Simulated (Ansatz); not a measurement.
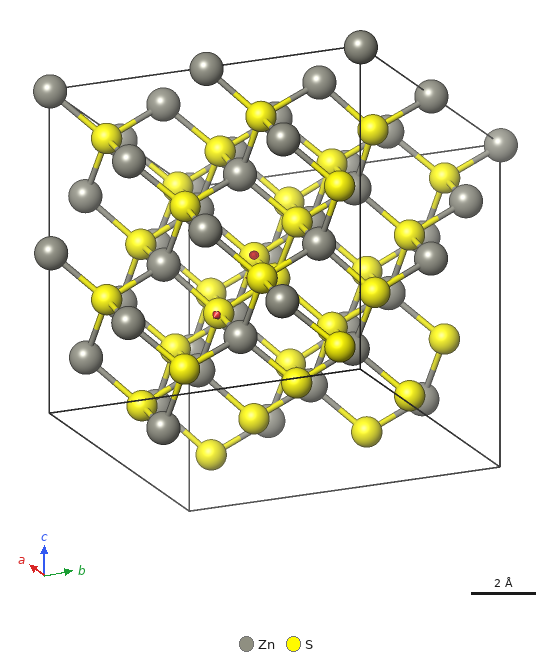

A relaxation of a defect cell of composition Zn31S33 (cell charge −1). The starting structure is drawn; red arrows show the displacements, at their true length.

Style: ball-and-stick. Shown: the cell of the calculation (origin shifted), from a free direction.

The atoms of the start lie slightly off their symmetric places, so part of the fall in energy undoes that.

These are results of DFT, PBEsol, PAW, plane waves (Ansatz), not measurements. (plane-wave cutoff 420 eV; k-point mesh 1 × 1 × 1; mesh shifted by (0.25, 0.25, 0.25); collinear spin; atoms relaxed in a fixed cell; force threshold 0.03 eV/Å; at most 80 steps)

**Atoms of which element are displaced furthest, and by how much?**

Sulfur: up to 1.00 Å, against 0.18 Å for zinc.

**What happened in the run?**

The largest move is that of an S atom, 1.00 Å roughly along −b. Largest moves by element: S 1.00 Å, Zn 0.18 Å. The lattice vectors keep their values. Near-neighbour distances that change, for instance: S–S 2.381 → 3.142 Å, S–S 2.298 → 2.843 Å, S–Zn 2.344 → 2.246 Å, S–Zn 2.393 → 2.308 Å. Bonds break, among them: S–S (2.38 → 3.14 Å). Bond angles that change, for instance: S–S–S 110.8° → 156.7°, Zn–S–S 108.1° → 84.3°, Zn–S–S 106.9° → 84.5°. Over 11 geometry steps the energy falls by 3.198 eV per cell of the calculation. The largest force component goes from 1.7 to 0.022 eV/Å. The program noted that the starting moments weren't kept. The run took 22 s on 1 × NVIDIA GB300 Max-Q with 8 threads of Arm Neoverse-V2, peak memory 2 GiB.

Limits of the set-up: the cell is charged, on a uniform background, and energies carry no finite-size correction.
